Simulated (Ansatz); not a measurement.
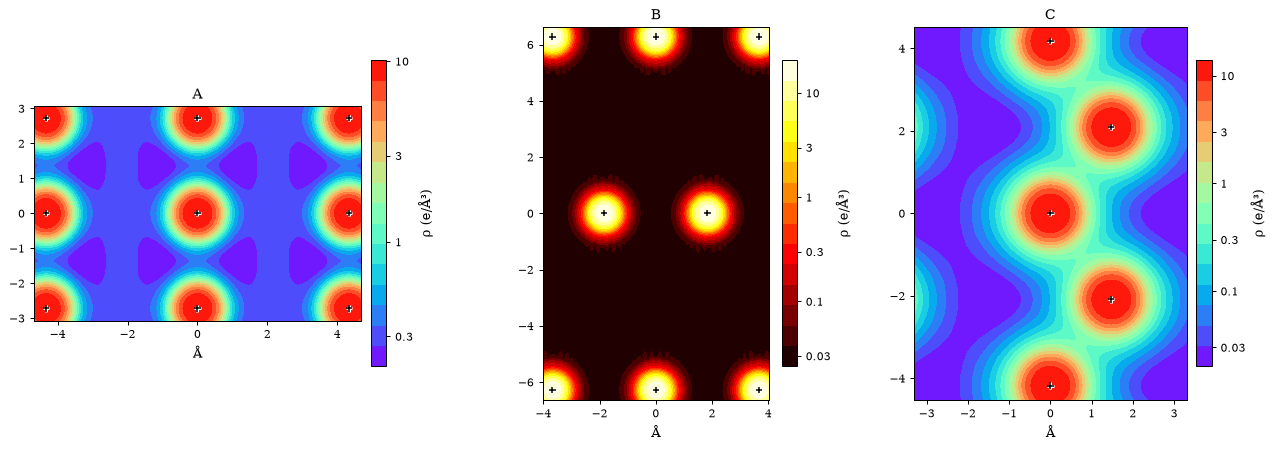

The valence electron density of 3 systems, each on a plane through atoms (crosses mark nuclei in the plane).

Theory: DFT, PBEsol, plane waves (420 eV) with PAW, scalar-relativistic in Ansatz.

System 1: Pd, the (101) plane of the conventional cell. Space group Fd-3m; set up as Pd, diamond; a generated structure, not necessarily the stable one; changed on purpose from its base cell (volume × 1.12); computed pressure about −7 GPa in this cell.

System 2: Ru, the (100) plane of the conventional cell. Space group P6/mmm; set up as Ru, omega (AlB2-type); a generated structure, not necessarily the stable one; changed on purpose from its base cell (volume × 1.08); computed pressure about −21 GPa in this cell; computed without spin polarisation.

```
CELL_PARAMETERS angstrom
4.33347 0.00000 0.00000
-2.16673 3.75289 0.00000
0.00000 0.00000 2.71965
ATOMIC_POSITIONS crystal
Ru 0.00000 0.00000 0.00000
Ru 0.33333 0.66667 0.50000
Ru 0.66667 0.33333 0.50000
```

System 3: Na, the (001) plane of the conventional cell. Space group C2/c; set up as Na, beta-Sn type; a generated structure, not necessarily the stable one; changed on purpose from its base cell (volume × 1.04).

### Which map belongs to which system?

Panel A is system 2, Ru: the plane holds Ru. Ru–Ru (2.72 Å): the density is about 0.36 e/Å³ at the midpoint. Panel B is system 3, Na: the plane holds Na. Na–Na (3.67 Å): the density is about 0.03 e/Å³ at the midpoint. Panel C is system 1, Pd: the plane holds Pd. Pd–Pd (2.56 Å): ρ at the midpoint is about 0.44 e/Å³.
